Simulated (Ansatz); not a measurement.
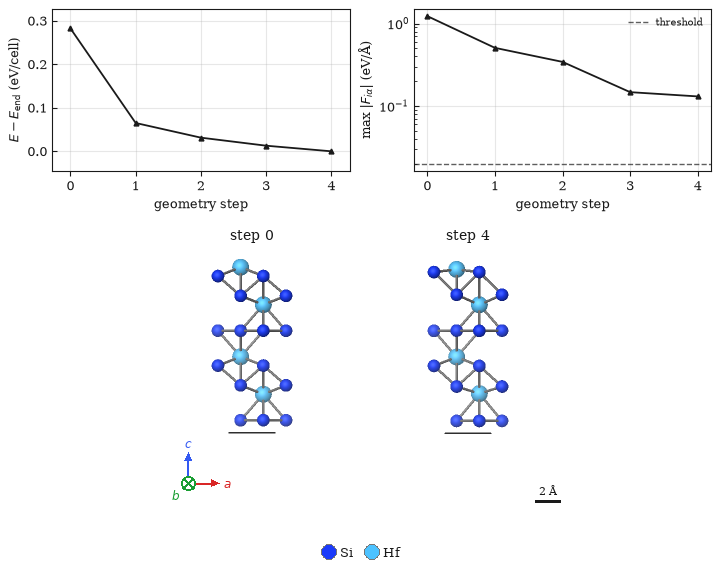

First and last geometry of a relaxation of a slab of composition HfSi₂ (cut from the Cmcm phase), with the history of the run. The picture is a ball-and-stick view of the cell of the calculation, outlined in the plane, without the vacuum, seen along the b axis.

Case: (0 1 0) slab, atoms relaxed. The slab is the (0 1 0) face of HfSi2.

These are results of DFT PBEsol, scalar-relativistic, plane waves, PAW (Ansatz 0.2.0), not measurements. (plane-wave cutoff 420 eV; k-point mesh 10 × 10 × 1; occupations gaussian; smearing width 0.1 eV; no spin polarisation; dipole correction; atoms relaxed in a fixed cell; force threshold 0.02 eV/Å; at most 60 steps)

What do the curves and the structures tell?

The run was cut off at its time limit before the relaxation converged, so the last structure is only a point on the way. The atom that moves furthest relative to the layer's centre is a Si atom (0.32 Å along the normal (+c)). By element the largest moves are Si 0.32 Å, Hf 0.18 Å. The lattice vectors keep their values. Near-neighbour distances that change, for instance: Hf–Si 2.931 → 3.192 Å, Hf–Si 2.931 → 2.732 Å, Si–Si 2.411 → 2.569 Å, Hf–Hf 3.511 → 3.370 Å. Bond angles that change, for instance: Si–Hf–Si 149.2° → 170.3°, Si–Hf–Si 102.5° → 114.1°, Si–Hf–Si 77.0° → 83.8°. Over 4 geometry steps the energy falls by 0.283 eV per cell of the calculation. Largest force component: 1.2 eV/Å at the start, 0.13 eV/Å at the end.

| step | E − E(0), meV/atom | largest force component, eV/Å |
| --- | --- | --- |
| 0 | 0.00 | 1.2291 |
| 1 | -18.12 | 0.5068 |
| 2 | -20.93 | 0.3425 |
| 3 | -22.47 | 0.1470 |
| 4 | -23.55 | 0.1306 |
